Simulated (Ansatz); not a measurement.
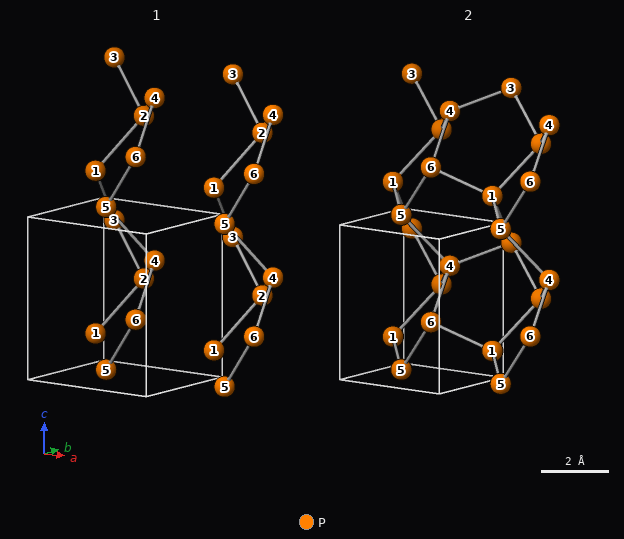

Two geometries of solid P (a generated structure, set up in P6_122) (coarse preliminary run), drawn at one scale. One is the start of a relaxation, the other its converged end. Style: ball-and-stick. Shown: the cell of the calculation, repeated 2 × 1 × 2 with one cell outlined, from a free direction.

Computed with DFT PBE, scalar-relativistic, plane waves, PAW in Ansatz 0.2.0. (plane-wave cutoff 420 eV; k-point mesh 6 × 6 × 4; occupations gaussian; smearing width 0.1 eV; no spin polarisation; cell and atoms relaxed; force threshold 0.04 eV/Å; at most 70 steps)

Question: Which of the two is the end point?

Answer: Structure 1 is the relaxed one. After 7 accepted moves (10 points after the start) the energy has fallen by 430 meV per atom. The largest force component goes from 0.18 to under 0.0001 eV/Å. Pressure: 22.05 GPa at the start and 0.02 GPa at the end. The line search rejected the trial step at point 8 of the run. At 2 points the geometry stayed and the basis and grid were re-selected for the new cell (energy shift of 19.6 meV per atom at most each time). The largest moves relative to the cell, 0.17 Å, are those of P1, P2, P3, P4, P5 and P6. P4 goes along [−1 −2 0]. Cell: a = b 4.925 → 5.868 Å (+19.1 %), c 4.663 → 4.901 Å (+5.1 %). Volume +49.2 %. Some distances before and after: P1–P5 2.143 → 2.672 Å, P1–P2 2.137 → 2.192 Å. Among the angles between lasting bonds that change: P5–P4–P6 107.1° → 109.5°. The space group stays P6_122 (No. 178).
